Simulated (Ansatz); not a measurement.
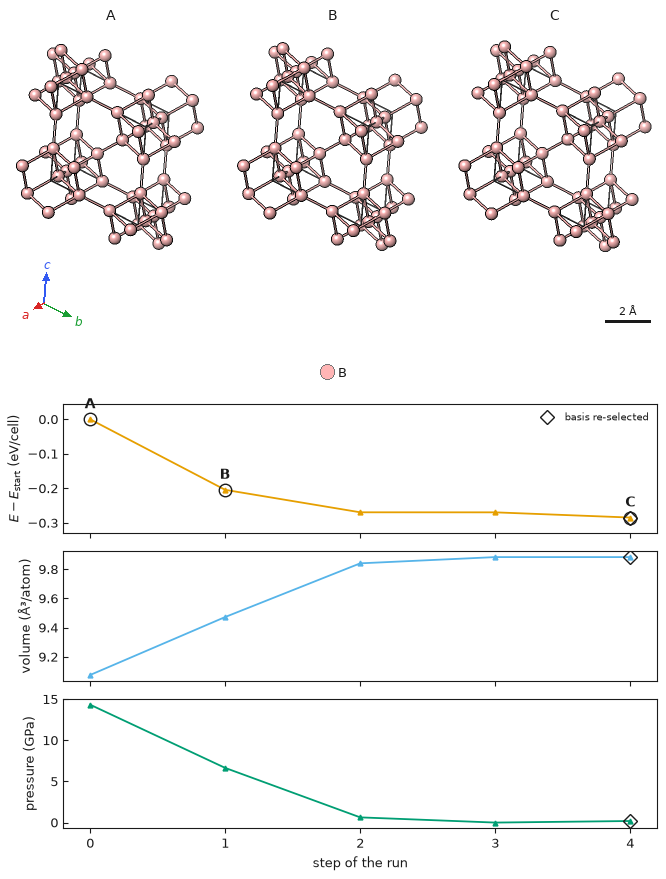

Frames of a relaxation of a crystal of B (a generated structure, set up in Im-3m) (coarse preliminary run), marked on the history of the run. Style: ball-and-stick. Shown: the cell of the calculation, slightly off an axis.

Method: Ansatz, DFT PBE, scalar-relativistic, plane waves, PAW. Set-up: plane-wave cutoff 420 eV; k-point mesh 6 × 6 × 6; occupations gaussian; smearing width 0.1 eV; no spin polarisation; cell and atoms relaxed; force threshold 0.04 eV/Å; at most 70 steps.

Q: Describe the path.

A: The largest moves relative to the cell, 0.006 Å, are those of B atoms. The drawn cell changes as follows: a = b = c 4.552 → 4.683 Å (+2.9 %); the volume changes by +8.9 %. Near-neighbour distances that change, for instance: B–B 1.710 → 1.766 Å, B–B 1.590 → 1.625 Å. The space group stays Im-3m (No. 229). After 3 accepted moves (4 points after the start) the energy has fallen by 0.284 eV per cell of the calculation. The largest force component goes from 0.27 to 0.0027 eV/Å. The pressure goes from 14.33 to 0.19 GPa. The SCF was repeated once at an unchanged geometry on a basis and grid sized afresh for the cell, which shifted the energy by 15.1 meV per cell of the calculation at most. The run took 8.2 s on 1 thread of Arm Neoverse V1, on a shared host, peak memory 0.32 GiB. From step 0 to 1: volume +4.4 %, energy −0.204 eV per cell of the calculation. From step 1 to 4: volume +4.3 %, energy −80.2 meV per cell of the calculation.
